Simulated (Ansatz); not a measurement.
## Run report: YZr7O16, single-point calculation (part 1 of 2)

- system: YZr7O16 (defect cell, 24 atoms in the cell)
- method: DFT, RPBE, plane waves, PAW, spin-polarised (Ansatz 0.2.0)

The structure derives from a Materials Project entry. Figures and captions count atoms from 1; the log counts them from 0 in places.

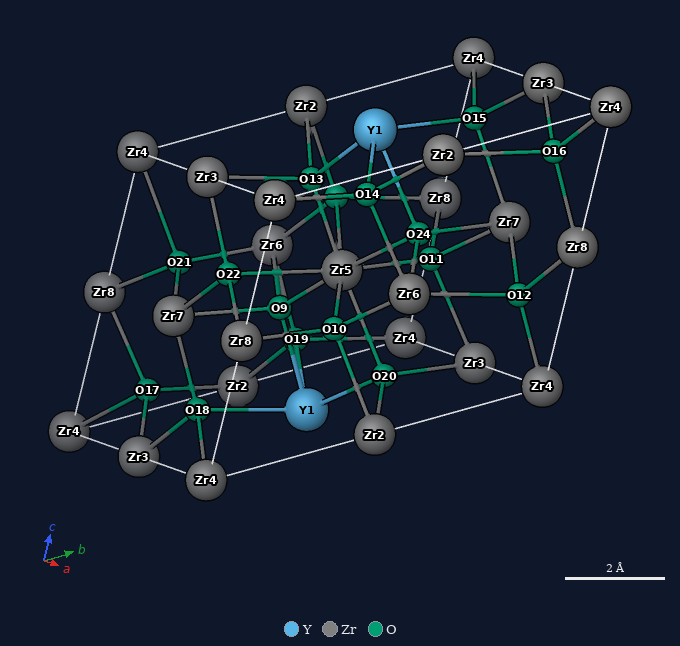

Figure 1. The structure as given in the input (ball-and-stick view of the cell of the calculation, seen slightly off an axis; atoms are numbered from 1 in the order of the input). An atom can appear more than once, as a periodic image.

### The input
```yaml
crystal:
  lattice:
    - [-5.1158283576, -5.1158283576, 0.0]
    - [-5.1158283576, 0.0, -5.1158283576]
    - [0.0, -5.1158283576, -5.1158283576]
  atoms:
    - { symbol: "Y", position: [0.4999420557, 0.4974386204, 0.0014482628], spin: 0.111 }
    - { symbol: Zr, position: [1.0017536966, 0.4955479198, 0.0002733188] }
    - { symbol: Zr, position: [0.4985561428, 0.9987862297, -0.0001449536] }
    - { symbol: Zr, position: [0.9977688834, 0.9948651787, 0.0040591163] }
    - { symbol: Zr, position: [0.5027312071, 0.4993644373, 0.4992518236] }
    - { symbol: Zr, position: [1.0015783822, 0.4957632471, 0.5030970475] }
    - { symbol: Zr, position: [0.4986723518, 0.9987927641, 0.5031826823] }
    - { symbol: Zr, position: [1.0000330414, 0.997314185, 0.5015750588] }
    - { symbol: O, position: [0.3881920772, 0.3844607808, 0.3837936665], spin: 0.111 }
    - { symbol: O, position: [0.8454109425, 0.3571385056, 0.3977696045] }
    - { symbol: O, position: [0.3596534467, 0.8421551088, 0.3999807458] }
    - { symbol: O, position: [0.8963563129, 0.8959886749, 0.3467724663] }
    - { symbol: O, position: [0.3865779501, 0.3858322232, 0.8441252506], spin: 0.111 }
    - { symbol: O, position: [0.8823114931, 0.33974189, 0.889745974], spin: 0.111 }
    - { symbol: O, position: [0.3426750871, 0.8797139554, 0.8880901287], spin: 0.111 }
    - { symbol: O, position: [0.8982897031, 0.8944579125, 0.861200467] }
    - { symbol: O, position: [0.1459986266, 0.1420071554, 0.1278733285] }
    - { symbol: O, position: [0.5972977277, 0.102245961, 0.1499977495], spin: 0.111 }
    - { symbol: O, position: [0.1047945766, 0.5952586468, 0.1506475197], spin: 0.111 }
    - { symbol: O, position: [0.6485235891, 0.6465768071, 0.0988723097], spin: 0.111 }
    - { symbol: O, position: [0.1451073451, 0.1432885161, 0.5838550802] }
    - { symbol: O, position: [0.6263496789, 0.0805240958, 0.6472949441] }
    - { symbol: O, position: [0.0822392062, 0.624009567, 0.6466686712] }
    - { symbol: O, position: [0.6491820762, 0.6455954847, 0.6062403607], spin: 0.111 }
  host:
    lattice:
      - [0.0, 2.5579141788, 2.5579141788]
      - [2.5579141788, 0.0, 2.5579141788]
      - [2.5579141788, 2.5579141788, 0.0]
    atoms:
      - { symbol: Zr, position: [0.0, 0.0, 0.0] }
      - { symbol: O, position: [0.25, 0.25, 0.25] }
      - { symbol: O, position: [0.75, 0.75, 0.75] }
basis:
  xc_grid: 2
kpoints:
  mp_grid: { grid: [2, 2, 2], shift: [0.0, 0.0, 0.0] }
hamiltonian:
  xc: rpbe
  pseudopotentials: { kind: paw, source: ansatz }
scf:
  occupations: { method: gaussian, width: 0.01 }
output:
  forces: true
  eigenvalues: true
magnetization:
  spin_polarized: true
```

Machine: 4 threads of Intel Xeon @ 2.50GHz (Skylake/Cascade Lake), 32 GiB of memory available, shared host.

Launched with:
```bash
ansatz run input.yaml --threads 4 --pin off --max-ram 10240MiB --backend cpu --events-out ev --progress --plain --runs-dir out
```

### What the program printed
```
Engine: ansatz 0.2.0, x86_64-unknown-linux-gnu
Pseudopotentials: kind: paw
Pseudopotential: Y, paw, valence charge 11, recommended cutoff 420 eV (normal), Y.paw.azcp
Pseudopotential: Zr, paw, valence charge 12, recommended cutoff 420 eV (normal), Zr.paw.azcp
Pseudopotential: O, paw, valence charge 6, recommended cutoff 930 eV (normal), O.paw.azcp
Functional definition: RPBE
  parameter kappa = 0.804
  parameter beta = 0.06672455060314922
  exchange = rpbe_x(kappa = kappa, mu = beta*pi^2/3)
  correlation = pbe_c(beta = beta)
Crystal: 24 atoms, lattice volume = 267.780 Å³
Basis set: ecut = 930 eV, 17153 PW (Γ), exchange–correlation on 162×162×162 points (8 copies of the dense FFT grid, shifted against one another)
Bands: 120, of which v1, the nominal top of the filled ones, is band 96 counted from 1 (95 counted from 0)
Symmetry: 1 space group operations
Space group: P1 (ITA 1), of the structure as read, at distance tolerance 6.4e-5 Å
Magnetic group: BNS 1.1 (UNI 1), of the structure as read, at distance tolerance 6.4e-5 Å
k-points: 8
Non-local potential: Y, projectors of the file, l = 0: 2, l = 1: 2, l = 2: 2, l = 3: 1
Non-local potential: Zr, projectors of the file, l = 0: 3, l = 1: 3, l = 2: 3, l = 3: 2
Non-local potential: O, projectors of the file, l = 0: 2, l = 1: 2, l = 2: 1
PAW form: soft (Blöchl's): semilocal exchange-correlation on the pseudo side does not see the compensation charge
PAW frozen core: Y, as the file was generated: its core relaxes under this functional
PAW frozen core: Zr, regenerated for the run's functional, and the local potential with it (the file was generated under x = pbe(κ = 0.804, μ = 0.2195149727645171), c = pbe(β = 0.06672455060314922))
PAW frozen core: O, regenerated for the run's functional, and the local potential with it (the file was generated under x = pbe(κ = 0.804, μ = 0.2195149727645171), c = pbe(β = 0.06672455060314922))
PAW one-centre angular grid: Y, 590 points (default); XC on 64 Gauss nodes
PAW one-centre angular grid: Zr, 590 points (default); XC on 64 Gauss nodes
PAW one-centre angular grid: O, 110 points (default); XC on 64 Gauss nodes
Initial density: superposition of atomic densities (chi_scale 0.1, normalization cell, long waves kept (reshape's long-wave potential 0.02 eV rms))
Starting moments: Σ|m| = 0.999 μB on 9 of 24 sites
Initial wavefunctions: pseudopotential atomic-orbital guess
Functional: x = rpbe, c = pbe(β = 0.06672455060314922)
SCF iter   1: F=—  HF=-42334.822214 eV  |F-HF|=—  |Δ(HF+E_count)|=         —  Δρ=2.91e-2 (↑2.91e-2 ↓2.82e-2)  dr2=8.05e0  dr2_m=2.41e-2  M=0.998 μB ∫|m|=1.060 μB  β_m=0.30  ethr=3.10e-3  ⟨swp⟩=5.5  Hψ=7123  notcnv=0  defer=56
Mixer restart at iter 1: flushing history
preconditioner: auto → Resta (q_TF=auto, 2.579 Å⁻¹)  ε∞=4.2  [insulator: Δε(μ)=0.035 eV  Ē_g=16.743 eV  σ=0.010 eV  W_gap=0.99  n_scr=64 (ndim 8)  ℏωp=30.0 eV  f_vac=0.000  D(μ)=1.29/eV (n_scr^D=0)  ε∞_Penn≈4.2]
spin=Collinear: Resta preconditioning applied to the charge; magnetization (m = ρ↑ − ρ↓) channel mixes plain (no charge-response kernel on spin).
SCF iter   2: F=—  HF=-42337.152720 eV  |F-HF|=—  |Δ(HF+E_count)|=    2.33e0  Δρ=2.08e-2 (↑2.05e-2 ↓2.08e-2)  dr2=4.00e0  dr2_m=2.27e-2  M=0.994 μB ∫|m|=1.069 μB  β_m=0.60  ethr=3.10e-3  ⟨swp⟩=2.0  Hψ=2303  notcnv=0  defer=294
SCF iter   3: F=—  HF=-42339.847453 eV  |F-HF|=—  |Δ(HF+E_count)|=    2.69e0  Δρ=9.40e-3 (↑9.40e-3 ↓8.50e-3)  dr2=7.91e-1  dr2_m=2.99e-3  M=1.000 μB ∫|m|=1.120 μB  β_m=0.59  ethr=2.10e-3  ⟨swp⟩=2.1  Hψ=2976  notcnv=0  defer=294
SCF iter   4: F=—  HF=-42339.828090 eV  |F-HF|=—  |Δ(HF+E_count)|=   1.94e-2  Δρ=2.80e-3 (↑2.66e-3 ↓2.80e-3)  dr2=6.26e-2  dr2_m=1.21e-3  M=1.000 μB ∫|m|=1.143 μB  β_m=0.79  ethr=4.14e-4  ⟨swp⟩=2.0  Hψ=3133  notcnv=0  defer=294
SCF iter   5: F=—  HF=-42339.911174 eV  |F-HF|=—  |Δ(HF+E_count)|=   8.31e-2  Δρ=1.30e-3 (↑9.75e-4 ↓1.30e-3)  dr2=1.30e-2  dr2_m=2.28e-4  M=1.000 μB ∫|m|=1.154 μB  β_m=0.80  ethr=3.28e-5  ⟨swp⟩=3.3  Hψ=2922  notcnv=0  defer=294
SCF iter   6: F=—  HF=-42339.919555 eV  |F-HF|=—  |Δ(HF+E_count)|=   8.38e-3  Δρ=1.10e-3 (↑6.70e-4 ↓1.10e-3)  dr2=7.45e-3  dr2_m=2.75e-4  M=1.000 μB ∫|m|=1.154 μB  β_m=0.76  ethr=6.79e-6  ⟨swp⟩=2.1  Hψ=3024  notcnv=0  defer=294
SCF iter   7: F=—  HF=-42339.921398 eV  |F-HF|=—  |Δ(HF+E_count)|=   1.84e-3  Δρ=8.86e-4 (↑5.14e-4 ↓8.86e-4)  dr2=4.52e-3  dr2_m=1.99e-4  M=1.000 μB ∫|m|=1.153 μB  β_m=0.59  ethr=3.90e-6  ⟨swp⟩=2.2  Hψ=2866  notcnv=0  defer=288
SCF iter   8: F=—  HF=-42339.921931 eV  |F-HF|=—  |Δ(HF+E_count)|=   5.33e-4  Δρ=2.48e-4 (↑2.11e-4 ↓2.48e-4)  dr2=4.56e-4  dr2_m=5.09e-6  M=1.000 μB ∫|m|=1.153 μB  β_m=0.61  ethr=2.37e-6  ⟨swp⟩=2.0  Hψ=2726  notcnv=0  defer=288
SCF iter   9: F=—  HF=-42339.922271 eV  |F-HF|=—  |Δ(HF+E_count)|=   3.40e-4  Δρ=8.76e-5 (↑6.71e-5 ↓8.76e-5)  dr2=5.74e-5  dr2_m=1.03e-6  M=1.000 μB ∫|m|=1.153 μB  β_m=0.68  ethr=2.39e-7  ⟨swp⟩=2.0  Hψ=2876  notcnv=0  defer=288
SCF iter  10: F=—  HF=-42339.922392 eV  |F-HF|=—  |Δ(HF+E_count)|=   1.22e-4  Δρ=5.35e-5 (↑2.62e-5 ↓5.35e-5)  dr2=1.38e-5  dr2_m=8.71e-7  M=1.000 μB ∫|m|=1.153 μB  β_m=0.69  ethr=3.01e-8  ⟨swp⟩=2.0  Hψ=2937  notcnv=0  defer=288
SCF iter  11: F=—  HF=-42339.922405 eV  |F-HF|=—  |Δ(HF+E_count)|=   1.29e-5  Δρ=4.76e-5 (↑1.89e-5 ↓4.76e-5)  dr2=1.04e-5  dr2_m=7.44e-7  M=1.000 μB ∫|m|=1.153 μB  β_m=0.58  ethr=7.25e-9  ⟨swp⟩=2.0  Hψ=2937  notcnv=0  defer=288
SCF iter  12: F=—  HF=-42339.922408 eV  |F-HF|=—  |Δ(HF+E_count)|=   3.16e-6  Δρ=1.93e-5 (↑8.36e-6 ↓1.93e-5)  dr2=1.72e-6  dr2_m=1.14e-7  M=1.000 μB ∫|m|=1.153 μB  β_m=0.60  ethr=5.45e-9  ⟨swp⟩=2.0  Hψ=2519  notcnv=0  defer=288
SCF iter  13: F=—  HF=-42339.922409 eV  |F-HF|=—  |Δ(HF+E_count)|=   9.25e-7  Δρ=6.93e-6 (↑3.61e-6 ↓6.93e-6)  dr2=2.60e-7  dr2_m=1.57e-8  M=1.000 μB ∫|m|=1.153 μB  β_m=0.55  ethr=8.99e-10  ⟨swp⟩=2.0  Hψ=2680  notcnv=0  defer=288
SCF iter  14: F=—  HF=-42339.922410 eV  |F-HF|=—  |Δ(HF+E_count)|=   2.22e-7  Δρ=2.58e-6 (↑1.56e-6 ↓2.58e-6)  dr2=4.17e-8  dr2_m=1.99e-9  M=1.000 μB ∫|m|=1.153 μB  β_m=0.50  ethr=1.36e-10  ⟨swp⟩=2.0  Hψ=2821  notcnv=0  defer=288
SCF iter  15: F=-42339.922410 eV  HF=-42339.922410 eV  |F-HF|=8.61e-9  |Δ(HF+E_count)|=   3.20e-8  Δρ=7.80e-7 (↑6.33e-7 ↓7.80e-7)  dr2=5.54e-9  dr2_m=1.55e-10  M=1.000 μB ∫|m|=1.153 μB  ethr=2.18e-11  ⟨swp⟩=11.1  Hψ=8418  notcnv=0
SCF 1 converged in 15 iterations: F = -42339.922410 eV  dr2 = 5.54e-9
  greatest PAW one-centre occupation: 0.960 electrons in one spin orbital (limit 2), on the Zr atom at site 3 (counted from 0), in its partial waves of l = 0
```

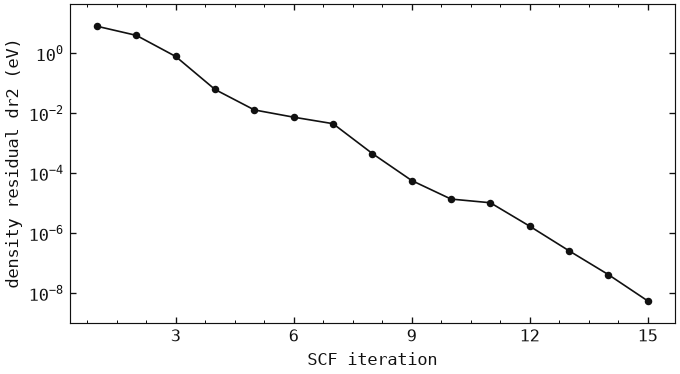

Figure 2. Convergence of the self-consistent field: density residual dr2 against the SCF iteration. The residual falls at every step.

```
SCF converged after 15 iterations
Magnetization: 1.0000 μB (96.0000 up, 95.0000 down)
Absolute magnetization: 1.1531 μB (∫|ρ↑−ρ↓|, with the PAW one-centre terms)
Spin contamination: 0.0013 ħ² per cell (⟨S²⟩ above its minimum at these occupations)
Per-site moments (μB) at R_I (Å): [(0.0005710103688121433, 0.9346968821308405), (-0.0035579656649119616, 0.8646220737315493), (-0.003472532105806779, 0.862382763305188), (-0.0031903064962720317, 0.8382835085796724), (-0.003186117184146523, 0.8381598406410145), (-0.0035004752071721434, 0.8627813606665707), (-0.0035545835154187945, 0.8648244773566257), (-0.003020276987983161, 0.8810119997397661), (0.06478606109338475, 0.8404352410960835), (0.05835753543356139, 0.8381598406410145), (0.06370485438559025, 0.8386070010620891), (0.059715748163345905, 0.8382835085796724), (0.06340321773519343, 0.8403763674093528), (0.0653862114970309, 0.840376879476694), (0.06280852119594495, 0.8404533690665685), (0.062206695529092165, 0.8384490624519141), (0.06527022761610814, 0.8644688186715038), (0.06007890096632729, 0.8627479914322536), (0.055172974295097446, 0.8628823925019304), (0.0587324965278987, 0.862382763305188), (0.06808753188382691, 0.8644239248758612), (0.06349227923415422, 0.8643599042089356), (0.0697124041473598, 0.8644610816987474), (0.056410650054599026, 0.8627813606665707)]
Free energy (F): -42339.922410 eV
Harris-Foulkes:  -42339.922410 eV  (|F-HF|=8.61e-9)
Internal energy: -42339.921613 eV  (E = F + TS)
E sigma→0 (E₀):  -42339.922011 eV
Entropy (-TS):   -0.000797 eV (-0.033 meV/atom)
Fermi energy:    11.323121 eV
--- Per-component energies (eV) ---
  E_band       = -505.407902
  E_kinetic    = 6773.788613
  E_local      = -12912.337066  (includes V_loc(G=0)·N_el)
  E_nonlocal   = 3759.042388
  E_hartree    = 3125.202615
  E_xc         = -3233.606876
  E_vxc        = -3646.729035  (∫ρ·V_xc dr)
  E_paw        = -25457.513518  (= ΣΔE_a, less E_core_relax)
  E_vpaw       = -729.577343  (= ΣTr[D̂ρ^β], less what the cores' own moments, if any, meet on the grid)
  E_core_relax = -0.001039  (the energy of the cores' relaxation)
  E_aug_tail   = -0.000069  (compensation charges beyond the density's cutoff)
  E_ewald      = -14393.619398
  E_core_change = -0.877263  (= ΣΔE_core)
  E_smearing   = -0.000797  (= −TS)
  E_closure    = -0.000000  (closes the sum)
  Σ components = -42339.922410   (vs F -42339.922410, Δ=0.00e0)
```
